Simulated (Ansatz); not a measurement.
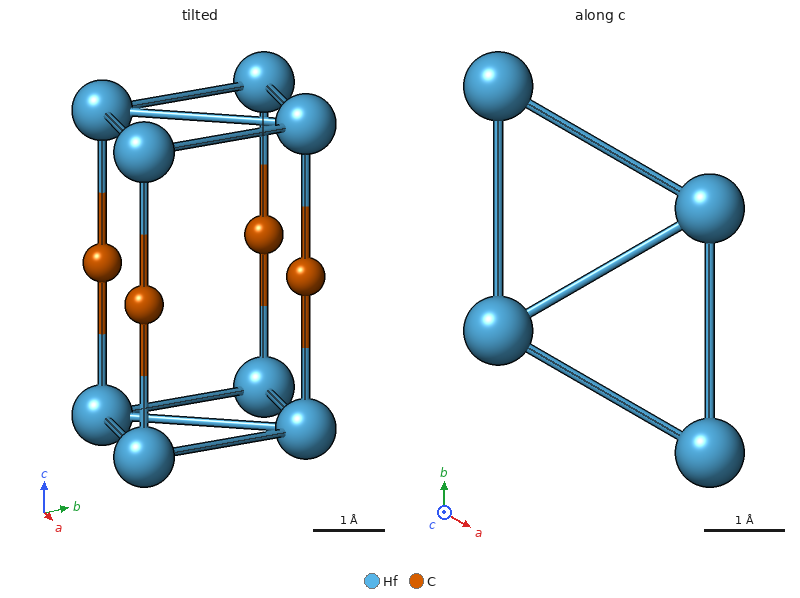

Ball-and-stick representation of a periodic structure, projected slightly off an axis and along the c axis. The conventional unit cell is outlined; an atom on or near a face, edge or corner is repeated at each equivalent position. Cell: a = 3.05 Å, b = 3.05 Å, c = 4.42 Å, α = 90.00°, β = 90.00°, γ = 120.00°.

The model was built from a random cell made by a generator, so it need not be a real form of the compound. Earlier steps of the study may have refined or changed the cell and positions. It went into a calculation with Ansatz.

Characterise what is shown.

The material is HfC. The atoms follow space group P6/mmm (No. 191); the Bravais lattice is primitive hexagonal. Cell content 1 Hf, 1 C; Z = 1. Hf is linked to six Hf and two C (about 3.1 Å to Hf, 2.2 Å to C). C is coordinated by two Hf in a linear arrangement at about 2.2 Å. The bonds build a three-dimensional framework.

Level of theory and settings: Ansatz 0.2.0, DFT PBE, scalar-relativistic, plane waves, PAW, a plane-wave cutoff of 420 eV, a 24×24×12 k-point mesh, Gaussian smearing of 0.1 eV, no spin polarisation.

Metal or not?

A metal: bands cross the Fermi level.

How are the electrons shared out in a Bader analysis?

Hf +0.87 e; C -0.87 e.

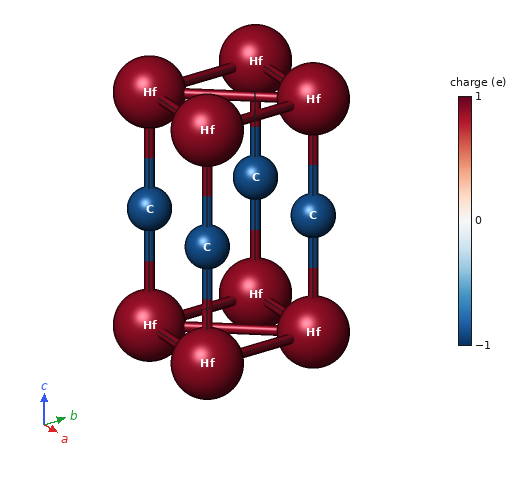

The atoms coloured by those charges. The run's cell of 2 atoms is drawn.

Is the structure relaxed at this level of theory?

Yes. All forces vanish to within 0.01 eV/Å. The pressure is 0.0 GPa, close to zero.
